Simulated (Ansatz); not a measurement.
## Run report: Ta₄N₅, geometry relaxation (part 2 of 3)

The same run, continued: Ta₄N₅ (slab, 9 atoms in the cell); DFT r2SCAN, scalar-relativistic, plane waves, PAW, no spin polarisation (Ansatz 0.2.0); cutoff 500 eV, 12×12×1 k-mesh, Gaussian smearing of 0.1 eV. The structure derives from an entry of the Crystallography Open Database. It belongs to a series of runs on one base structure; here: (1 1 1) slab, atoms relaxed.

Geometry of the input (Å; fractional positions):
```
3.1088  0.0000  0.0000
-1.5544  2.6923  0.0000
0.0000  0.0000  25.1534
N  0.6667  0.3333  0.2982
Ta 0.0000  0.0000  0.3486
N  0.3333  0.6667  0.3991
Ta 0.6667  0.3333  0.4495
N  0.0000  0.0000  0.5000
Ta 0.3333  0.6667  0.5505
N  0.6667  0.3333  0.6009
Ta 0.0000  0.0000  0.6514
N  0.3333  0.6667  0.7018
```

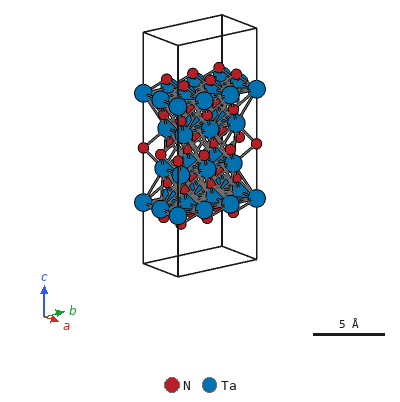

Fig. 1: The geometry at step 5 of the log (ball-and-stick view of the 2 × 3 repeat of the cell, with the vacuum cut short, seen slightly off an axis).

The program's output, continued:
```
SCF iter   1: F=—  HF=-41709.185367 eV  |F-HF|=—  |Δ(HF+E_count)|=         —  Δρ=2.27e-2  dr2=2.31e0  dr2_τ=4.65e0  ethr=2.99e-3  p=0.000 e·Å  D=4.84e-7 V/Å  ΔV_dip=-0.00 eV  dr2_dipole=2.03e-10  V_vac-E_F(+/−)=7.39/7.39 eV  ⟨swp⟩=1.0  Hψ=4296  notcnv=0  defer=30
efield: sawtooth ramp at fractional position 0.9800 (handed on by an earlier solve), width 0.0400; the density the first Hamiltonian is built on has a dipole p = 0.000 e·Å; the dipole correction subtracts the counter field D = 4.84e-7 V/Å, which shifts the + side's vacuum level by -0.00 eV against the − side's; the planar-averaged density in the ramp window peaks in size at 1.8e-6 e/Å³
preconditioner: auto → LDOS  [metal: Δε(μ)=0.061 eV  Ē_g=9.963 eV  σ=0.100 eV  W_gap=0.32  n_scr=18 (ndim 8)  ℏωp=17.2 eV  f_vac=0.508  D(μ)=3.61/eV (n_scr^D=14)  β→1.0]
SCF iter   2: F=—  HF=-41710.156141 eV  |F-HF|=—  |Δ(HF+E_count)|=   9.71e-1  Δρ=1.49e-2  dr2=5.78e-1  dr2_τ=5.55e-2  ethr=2.99e-3  p=0.000 e·Å  D=5.39e-7 V/Å  ΔV_dip=-0.00 eV  dr2_dipole=1.84e-10  V_vac-E_F(+/−)=4.63/4.63 eV  ⟨swp⟩=3.5  Hψ=1680  notcnv=0  defer=30
SCF iter   3: F=—  HF=-41709.988983 eV  |F-HF|=—  |Δ(HF+E_count)|=   1.67e-1  Δρ=2.03e-3  dr2=1.30e-2  dr2_τ=8.31e-4  ethr=7.50e-4  p=0.000 e·Å  D=8.31e-7 V/Å  ΔV_dip=-0.00 eV  dr2_dipole=5.54e-11  V_vac-E_F(+/−)=5.76/5.76 eV  ⟨swp⟩=3.2  Hψ=1729  notcnv=0  defer=58
SCF iter   4: F=—  HF=-41709.989773 eV  |F-HF|=—  |Δ(HF+E_count)|=   7.90e-4  Δρ=8.74e-4  dr2=2.15e-3  dr2_τ=4.15e-4  ethr=1.69e-5  p=0.000 e·Å  D=5.68e-7 V/Å  ΔV_dip=-0.00 eV  dr2_dipole=9.17e-12  V_vac-E_F(+/−)=5.77/5.77 eV  ⟨swp⟩=3.0  Hψ=1762  notcnv=0  defer=58
SCF iter   5: F=—  HF=-41709.989526 eV  |F-HF|=—  |Δ(HF+E_count)|=   2.46e-4  Δρ=1.45e-4  dr2=3.90e-5  dr2_τ=1.57e-5  ethr=2.79e-6  p=0.000 e·Å  D=5.40e-7 V/Å  ΔV_dip=-0.00 eV  dr2_dipole=2.91e-13  V_vac-E_F(+/−)=5.75/5.75 eV  ⟨swp⟩=2.3  Hψ=1317  notcnv=0  defer=58
SCF iter   6: F=-41709.989551 eV  HF=-41709.989551 eV  |F-HF|=1.47e-8  |Δ(HF+E_count)|=   2.49e-5  Δρ=5.89e-5  dr2=8.67e-6  dr2_τ=1.30e-6  ethr=5.06e-8  p=0.000 e·Å  D=6.12e-7 V/Å  ΔV_dip=-0.00 eV  dr2_dipole=7.77e-14  V_vac-E_F(+/−)=5.75/5.75 eV  ⟨swp⟩=26.9  Hψ=12596  notcnv=0
SCF 2 converged in 6 iterations: F = -41709.989551 eV  dr2 = 8.67e-6
relax step   2: F+E_penalty+E_count = -41709.98955137 eV  Δ(F+E_penalty+E_count) = -2.254e0 eV  max|allowed force component| = 8.038e-1 eV/Å  Δτ_max = 0.1948 Å  (6 SCF iters, dr2 threshold 1.00e-4 eV, accepted)
iter 1 solved again at ethr=1.56e-4 eV; its pass at ethr=3.10e-3 eV (dr2=1.20e-1 eV) is discarded
SCF iter   1: F=—  HF=-41709.876998 eV  |F-HF|=—  |Δ(HF+E_count)|=         —  Δρ=5.93e-3  dr2=1.20e-1  dr2_τ=5.18e-1  ethr=1.56e-4  p=0.000 e·Å  D=6.12e-7 V/Å  ΔV_dip=-0.00 eV  dr2_dipole=3.17e-10  V_vac-E_F(+/−)=5.82/5.82 eV  ⟨swp⟩=2.0  Hψ=3330  notcnv=0  defer=44
efield: sawtooth ramp at fractional position 0.9800 (handed on by an earlier solve), width 0.0400; the density the first Hamiltonian is built on has a dipole p = 0.000 e·Å; the dipole correction subtracts the counter field D = 6.12e-7 V/Å, which shifts the + side's vacuum level by -0.00 eV against the − side's; the planar-averaged density in the ramp window peaks in size at 1.0e-6 e/Å³
preconditioner: auto → LDOS  [metal: Δε(μ)=0.010 eV  Ē_g=10.027 eV  σ=0.100 eV  W_gap=0.06  n_scr=18 (ndim 8)  ℏωp=17.2 eV  f_vac=0.516  D(μ)=3.55/eV (n_scr^D=12)  β→1.0]
SCF iter   2: F=—  HF=-41710.038282 eV  |F-HF|=—  |Δ(HF+E_count)|=   1.61e-1  Δρ=3.67e-3  dr2=5.46e-2  dr2_τ=2.22e-3  ethr=1.56e-4  p=-0.000 e·Å  D=-6.47e-7 V/Å  ΔV_dip=0.00 eV  dr2_dipole=5.48e-13  V_vac-E_F(+/−)=5.24/5.24 eV  ⟨swp⟩=3.0  Hψ=1897  notcnv=0  defer=44
SCF iter   3: F=—  HF=-41710.022744 eV  |F-HF|=—  |Δ(HF+E_count)|=   1.55e-2  Δρ=5.76e-4  dr2=3.06e-4  dr2_τ=5.83e-5  ethr=7.10e-5  p=-0.000 e·Å  D=-1.62e-7 V/Å  ΔV_dip=0.00 eV  dr2_dipole=1.39e-12  V_vac-E_F(+/−)=5.54/5.54 eV  ⟨swp⟩=2.4  Hψ=1288  notcnv=0  defer=44
SCF iter   4: F=—  HF=-41710.022942 eV  |F-HF|=—  |Δ(HF+E_count)|=   1.98e-4  Δρ=1.38e-4  dr2=5.17e-5  dr2_τ=7.56e-6  ethr=3.97e-7  p=-0.000 e·Å  D=-1.69e-7 V/Å  ΔV_dip=0.00 eV  dr2_dipole=1.11e-14  V_vac-E_F(+/−)=5.56/5.56 eV  ⟨swp⟩=3.1  Hψ=2065  notcnv=0  defer=47
SCF iter   5: F=-41710.022942 eV  HF=-41710.022944 eV  |F-HF|=2.26e-6  |Δ(HF+E_count)|=   1.71e-6  Δρ=5.08e-5  dr2=5.43e-6  dr2_τ=1.69e-6  ethr=5.24e-8  p=-0.000 e·Å  D=-1.50e-7 V/Å  ΔV_dip=0.00 eV  dr2_dipole=1.05e-14  V_vac-E_F(+/−)=5.56/5.56 eV  ⟨swp⟩=26.4  Hψ=12293  notcnv=0
SCF 3 converged in 5 iterations: F = -41710.022942 eV  dr2 = 5.43e-6
relax step   3: F+E_penalty+E_count = -41710.02294156 eV  Δ(F+E_penalty+E_count) = -3.339e-2 eV  max|allowed force component| = 1.304e-1 eV/Å  Δτ_max = 0.0842 Å  (5 SCF iters, dr2 threshold 4.04e-5 eV, accepted)
SCF iter   1: F=—  HF=-41709.992267 eV  |F-HF|=—  |Δ(HF+E_count)|=         —  Δρ=2.64e-3  dr2=1.79e-2  dr2_τ=1.55e-1  ethr=3.19e-4  p=-0.000 e·Å  D=-1.50e-7 V/Å  ΔV_dip=0.00 eV  dr2_dipole=2.32e-11  V_vac-E_F(+/−)=5.52/5.52 eV  ⟨swp⟩=2.7  Hψ=1744  notcnv=0  defer=54
efield: sawtooth ramp at fractional position 0.9800 (handed on by an earlier solve), width 0.0400; the density the first Hamiltonian is built on has a dipole p = -0.000 e·Å; the dipole correction subtracts the counter field D = -1.50e-7 V/Å, which shifts the + side's vacuum level by +0.00 eV against the − side's; the planar-averaged density in the ramp window peaks in size at 4.5e-7 e/Å³
preconditioner: auto → LDOS  [metal: Δε(μ)=0.028 eV  Ē_g=9.993 eV  σ=0.100 eV  W_gap=0.16  n_scr=18 (ndim 8)  ℏωp=17.2 eV  f_vac=0.513  D(μ)=3.23/eV (n_scr^D=12)  β→1.0]
SCF iter   2: F=—  HF=-41710.028796 eV  |F-HF|=—  |Δ(HF+E_count)|=   3.65e-2  Δρ=1.27e-3  dr2=6.00e-3  dr2_τ=4.20e-4  ethr=2.33e-5  p=-0.000 e·Å  D=-1.35e-7 V/Å  ΔV_dip=0.00 eV  dr2_dipole=1.53e-13  V_vac-E_F(+/−)=5.60/5.60 eV  ⟨swp⟩=3.1  Hψ=2058  notcnv=0  defer=48
SCF iter   3: F=—  HF=-41710.027354 eV  |F-HF|=—  |Δ(HF+E_count)|=   1.44e-3  Δρ=3.32e-4  dr2=3.79e-4  dr2_τ=2.80e-5  ethr=7.80e-6  p=-0.000 e·Å  D=-4.76e-8 V/Å  ΔV_dip=0.00 eV  dr2_dipole=4.48e-14  V_vac-E_F(+/−)=5.52/5.52 eV  ⟨swp⟩=2.5  Hψ=1704  notcnv=0  defer=48
SCF iter   4: F=—  HF=-41710.027365 eV  |F-HF|=—  |Δ(HF+E_count)|=   1.09e-5  Δρ=8.50e-5  dr2=1.04e-5  dr2_τ=3.72e-6  ethr=4.92e-7  p=-0.000 e·Å  D=-1.53e-8 V/Å  ΔV_dip=0.00 eV  dr2_dipole=4.06e-13  V_vac-E_F(+/−)=5.53/5.53 eV  ⟨swp⟩=2.7  Hψ=1429  notcnv=0  defer=48
SCF iter   5: F=—  HF=-41710.027369 eV  |F-HF|=—  |Δ(HF+E_count)|=   4.81e-6  Δρ=4.22e-5  dr2=3.51e-6  dr2_τ=8.13e-7  ethr=1.38e-9  p=0.000 e·Å  D=2.62e-9 V/Å  ΔV_dip=-0.00 eV  dr2_dipole=7.76e-16  V_vac-E_F(+/−)=5.53/5.53 eV  ⟨swp⟩=24.5  Hψ=11808  notcnv=0
SCF iter   6: F=-41710.027369 eV  HF=-41710.027369 eV  |F-HF|=7.04e-8  |Δ(HF+E_count)|=   1.80e-7  Δρ=1.05e-5  dr2=1.95e-7  dr2_τ=6.34e-9  ethr=1.38e-9  p=-0.000 e·Å  D=-1.32e-8 V/Å  ΔV_dip=0.00 eV  dr2_dipole=5.40e-15  V_vac-E_F(+/−)=5.53/5.53 eV  ⟨swp⟩=12.7  Hψ=8800  notcnv=0
SCF 4 converged in 6 iterations: F = -41710.027369 eV  dr2 = 1.95e-7
  greatest PAW one-centre occupation: 0.998 electrons in one spin orbital (limit 2), on the Ta atom at site 3 (counted from 0), in its partial waves of l = 0
relax step   4: F+E_penalty+E_count = -41710.02736930 eV  Δ(F+E_penalty+E_count) = -4.428e-3 eV  max|allowed force component| = 4.287e-2 eV/Å  Δτ_max = 0.0300 Å  (6 SCF iters, dr2 threshold 1.06e-6 eV, accepted)
SCF iter   1: F=—  HF=-41710.027291 eV  |F-HF|=—  |Δ(HF+E_count)|=         —  Δρ=1.85e-4  dr2=4.35e-4  dr2_τ=4.65e-4  ethr=8.54e-7  p=-0.000 e·Å  D=-1.32e-8 V/Å  ΔV_dip=0.00 eV  dr2_dipole=3.11e-13  V_vac-E_F(+/−)=5.53/5.53 eV  ⟨swp⟩=2.1  Hψ=1650  notcnv=0
efield: sawtooth ramp at fractional position 0.9800 (handed on by an earlier solve), width 0.0400; the density the first Hamiltonian is built on has a dipole p = -0.000 e·Å; the dipole correction subtracts the counter field D = -1.32e-8 V/Å, which shifts the + side's vacuum level by +0.00 eV against the − side's; the planar-averaged density in the ramp window peaks in size at 2.8e-7 e/Å³
preconditioner: auto → LDOS  [metal: Δε(μ)=0.026 eV  Ē_g=9.991 eV  σ=0.100 eV  W_gap=0.14  n_scr=18 (ndim 8)  ℏωp=17.2 eV  f_vac=0.514  D(μ)=3.25/eV (n_scr^D=12)  β→1.0]
SCF iter   2: F=—  HF=-41710.027369 eV  |F-HF|=—  |Δ(HF+E_count)|=   7.80e-5  Δρ=8.44e-5  dr2=4.04e-5  dr2_τ=4.04e-6  ethr=5.65e-7  p=-0.000 e·Å  D=-6.18e-9 V/Å  ΔV_dip=0.00 eV  dr2_dipole=1.20e-14  V_vac-E_F(+/−)=5.55/5.55 eV  ⟨swp⟩=2.1  Hψ=1395  notcnv=0
SCF iter   3: F=—  HF=-41710.027364 eV  |F-HF|=—  |Δ(HF+E_count)|=   4.52e-6  Δρ=1.76e-5  dr2=5.67e-7  dr2_τ=1.14e-7  ethr=5.24e-8  p=-0.000 e·Å  D=-1.79e-8 V/Å  ΔV_dip=0.00 eV  dr2_dipole=5.47e-16  V_vac-E_F(+/−)=5.54/5.54 eV  ⟨swp⟩=3.1  Hψ=1643  notcnv=0
SCF iter   4: F=—  HF=-41710.027365 eV  |F-HF|=—  |Δ(HF+E_count)|=   1.52e-7  Δρ=6.32e-6  dr2=1.28e-7  dr2_τ=1.12e-8  ethr=1.30e-10  p=-0.000 e·Å  D=-1.05e-8 V/Å  ΔV_dip=0.00 eV  dr2_dipole=5.28e-15  V_vac-E_F(+/−)=5.54/5.54 eV  ⟨swp⟩=18.5  Hψ=9359  notcnv=0
SCF iter   5: F=-41710.027365 eV  HF=-41710.027365 eV  |F-HF|=4.25e-9  |Δ(HF+E_count)|=   6.23e-8  Δρ=3.49e-6  dr2=2.87e-8  dr2_τ=5.28e-9  ethr=1.30e-10  p=-0.000 e·Å  D=-1.92e-8 V/Å  ΔV_dip=0.00 eV  dr2_dipole=9.23e-17  V_vac-E_F(+/−)=5.54/5.54 eV  ⟨swp⟩=12.0  Hψ=7562  notcnv=0
SCF 5 converged in 5 iterations: F = -41710.027365 eV  dr2 = 2.87e-8
relax step   5: F+E_penalty+E_count = -41710.02736458 eV  Δ(F+E_penalty+E_count) = +4.714e-6 eV  max|allowed force component| = 3.248e-2 eV/Å  Δτ_max = 0.0023 Å  (5 SCF iters, rejected (line search))
SCF iter   1: F=—  HF=-41710.027300 eV  |F-HF|=—  |Δ(HF+E_count)|=         —  Δρ=1.85e-4  dr2=4.41e-4  dr2_τ=4.66e-4  ethr=5.65e-6  p=-0.000 e·Å  D=-1.92e-8 V/Å  ΔV_dip=0.00 eV  dr2_dipole=3.05e-13  V_vac-E_F(+/−)=5.54/5.54 eV  ⟨swp⟩=2.0  Hψ=1360  notcnv=0
efield: sawtooth ramp at fractional position 0.9800 (handed on by an earlier solve), width 0.0400; the density the first Hamiltonian is built on has a dipole p = -0.000 e·Å; the dipole correction subtracts the counter field D = -1.92e-8 V/Å, which shifts the + side's vacuum level by +0.00 eV against the − side's; the planar-averaged density in the ramp window peaks in size at 2.5e-7 e/Å³
preconditioner: auto → LDOS  [metal: Δε(μ)=0.029 eV  Ē_g=9.990 eV  σ=0.100 eV  W_gap=0.16  n_scr=18 (ndim 8)  ℏωp=17.2 eV  f_vac=0.514  D(μ)=3.26/eV (n_scr^D=12)  β→1.0]
SCF iter   2: F=—  HF=-41710.027375 eV  |F-HF|=—  |Δ(HF+E_count)|=   7.44e-5  Δρ=8.98e-5  dr2=4.40e-5  dr2_τ=4.17e-6  ethr=5.73e-7  p=0.000 e·Å  D=1.76e-8 V/Å  ΔV_dip=-0.00 eV  dr2_dipole=4.82e-13  V_vac-E_F(+/−)=5.53/5.53 eV  ⟨swp⟩=2.0  Hψ=1399  notcnv=0
SCF iter   3: F=—  HF=-41710.027369 eV  |F-HF|=—  |Δ(HF+E_count)|=   5.37e-6  Δρ=2.14e-5  dr2=8.58e-7  dr2_τ=1.80e-7  ethr=5.71e-8  p=0.000 e·Å  D=3.59e-9 V/Å  ΔV_dip=-0.00 eV  dr2_dipole=1.74e-13  V_vac-E_F(+/−)=5.53/5.53 eV  ⟨swp⟩=3.3  Hψ=1742  notcnv=0
SCF iter   4: F=-41710.027369 eV  HF=-41710.027369 eV  |F-HF|=7.06e-9  |Δ(HF+E_count)|=   3.61e-8  Δρ=6.38e-6  dr2=9.78e-8  dr2_τ=1.59e-8  ethr=1.30e-10  p=-0.000 e·Å  D=-6.19e-9 V/Å  ΔV_dip=0.00 eV  dr2_dipole=4.70e-15  V_vac-E_F(+/−)=5.53/5.53 eV  ⟨swp⟩=18.6  Hψ=9421  notcnv=0
SCF 6 converged in 4 iterations: F = -41710.027369 eV  dr2 = 9.78e-8
relax step   6: F+E_penalty+E_count = -41710.02736934 eV  Δ(F+E_penalty+E_count) = -4.571e-8 eV  max|allowed force component| = 4.332e-2 eV/Å  Δτ_max = 0.0000 Å  (4 SCF iters, accepted)
SCF iter   1: F=—  HF=-41710.027301 eV  |F-HF|=—  |Δ(HF+E_count)|=         —  Δρ=1.84e-4  dr2=4.39e-4  dr2_τ=4.52e-4  ethr=5.78e-6  p=-0.000 e·Å  D=-6.19e-9 V/Å  ΔV_dip=0.00 eV  dr2_dipole=3.91e-13  V_vac-E_F(+/−)=5.53/5.53 eV  ⟨swp⟩=2.0  Hψ=1358  notcnv=0
efield: sawtooth ramp at fractional position 0.9800 (handed on by an earlier solve), width 0.0400; the density the first Hamiltonian is built on has a dipole p = -0.000 e·Å; the dipole correction subtracts the counter field D = -6.19e-9 V/Å, which shifts the + side's vacuum level by +0.00 eV against the − side's; the planar-averaged density in the ramp window peaks in size at 2.6e-7 e/Å³
SCF iter   2: F=—  HF=-41710.027368 eV  |F-HF|=—  |Δ(HF+E_count)|=   6.74e-5  Δρ=9.00e-5  dr2=4.32e-5  dr2_τ=4.22e-6  ethr=5.71e-7  p=-0.000 e·Å  D=-3.84e-8 V/Å  ΔV_dip=0.00 eV  dr2_dipole=2.65e-13  V_vac-E_F(+/−)=5.55/5.55 eV  ⟨swp⟩=2.0  Hψ=1397  notcnv=0
SCF iter   3: F=—  HF=-41710.027364 eV  |F-HF|=—  |Δ(HF+E_count)|=   4.79e-6  Δρ=2.22e-5  dr2=9.22e-7  dr2_τ=1.96e-7  ethr=5.61e-8  p=-0.000 e·Å  D=-5.64e-8 V/Å  ΔV_dip=0.00 eV  dr2_dipole=5.14e-13  V_vac-E_F(+/−)=5.54/5.54 eV  ⟨swp⟩=3.3  Hψ=1655  notcnv=0
SCF iter   4: F=—  HF=-41710.027364 eV  |F-HF|=—  |Δ(HF+E_count)|=   1.97e-8  Δρ=6.65e-6  dr2=1.06e-7  dr2_τ=1.92e-8  ethr=1.30e-10  p=-0.000 e·Å  D=-1.85e-8 V/Å  ΔV_dip=0.00 eV  dr2_dipole=6.58e-14  V_vac-E_F(+/−)=5.54/5.54 eV  ⟨swp⟩=18.8  Hψ=9447  notcnv=0
SCF iter   5: F=-41710.027364 eV  HF=-41710.027364 eV  |F-HF|=5.51e-9  |Δ(HF+E_count)|=   4.75e-8  Δρ=2.89e-6  dr2=2.44e-8  dr2_τ=4.76e-9  ethr=1.30e-10  p=-0.000 e·Å  D=-1.87e-8 V/Å  ΔV_dip=0.00 eV  dr2_dipole=2.40e-16  V_vac-E_F(+/−)=5.54/5.54 eV  ⟨swp⟩=12.0  Hψ=7438  notcnv=0
SCF 7 converged in 5 iterations: F = -41710.027364 eV  dr2 = 2.44e-8
relax step   7: F+E_penalty+E_count = -41710.02736357 eV  Δ(F+E_penalty+E_count) = +5.775e-6 eV  max|allowed force component| = 3.250e-2 eV/Å  Δτ_max = 0.0023 Å  (5 SCF iters, rejected (line search))
SCF iter   1: F=—  HF=-41710.027430 eV  |F-HF|=—  |Δ(HF+E_count)|=         —  Δρ=1.39e-4  dr2=1.02e-4  dr2_τ=2.05e-4  ethr=3.68e-6  p=-0.000 e·Å  D=-1.87e-8 V/Å  ΔV_dip=0.00 eV  dr2_dipole=6.35e-15  V_vac-E_F(+/−)=5.54/5.54 eV  ⟨swp⟩=2.0  Hψ=1377  notcnv=0
efield: sawtooth ramp at fractional position 0.9800 (handed on by an earlier solve), width 0.0400; the density the first Hamiltonian is built on has a dipole p = -0.000 e·Å; the dipole correction subtracts the counter field D = -1.87e-8 V/Å, which shifts the + side's vacuum level by +0.00 eV against the − side's; the planar-averaged density in the ramp window peaks in size at 2.5e-7 e/Å³
preconditioner: auto → LDOS  [metal: Δε(μ)=0.027 eV  Ē_g=9.991 eV  σ=0.100 eV  W_gap=0.15  n_scr=18 (ndim 8)  ℏωp=17.2 eV  f_vac=0.514  D(μ)=3.24/eV (n_scr^D=12)  β→1.0]
SCF iter   2: F=—  HF=-41710.027433 eV  |F-HF|=—  |Δ(HF+E_count)|=   2.23e-6  Δρ=5.89e-5  dr2=1.46e-5  dr2_τ=1.12e-6  ethr=1.32e-7  p=-0.000 e·Å  D=-1.25e-8 V/Å  ΔV_dip=0.00 eV  dr2_dipole=1.15e-13  V_vac-E_F(+/−)=5.54/5.54 eV  ⟨swp⟩=2.2  Hψ=1508  notcnv=0
SCF iter   3: F=—  HF=-41710.027435 eV  |F-HF|=—  |Δ(HF+E_count)|=   2.66e-6  Δρ=1.08e-5  dr2=5.19e-7  dr2_τ=1.94e-8  ethr=1.89e-8  p=0.000 e·Å  D=1.85e-8 V/Å  ΔV_dip=-0.00 eV  dr2_dipole=1.36e-13  V_vac-E_F(+/−)=5.54/5.54 eV  ⟨swp⟩=2.4  Hψ=1397  notcnv=0
SCF iter   4: F=-41710.027435 eV  HF=-41710.027435 eV  |F-HF|=1.17e-8  |Δ(HF+E_count)|=   5.29e-8  Δρ=4.52e-6  dr2=7.12e-8  dr2_τ=2.67e-9  ethr=1.30e-10  p=-0.000 e·Å  D=-1.57e-8 V/Å  ΔV_dip=0.00 eV  dr2_dipole=2.34e-13  V_vac-E_F(+/−)=5.54/5.54 eV  ⟨swp⟩=18.4  Hψ=9060  notcnv=0
SCF 8 converged in 4 iterations: F = -41710.027435 eV  dr2 = 7.12e-8
relax step   8: F+E_penalty+E_count = -41710.02743521 eV  Δ(F+E_penalty+E_count) = -6.586e-5 eV  max|allowed force component| = 1.227e-2 eV/Å  Δτ_max = 0.0011 Å  (4 SCF iters, accepted)
iter 1 solved again at ethr=9.24e-11 eV; its pass at ethr=3.10e-3 eV (dr2=7.12e-8 eV) is discarded
```
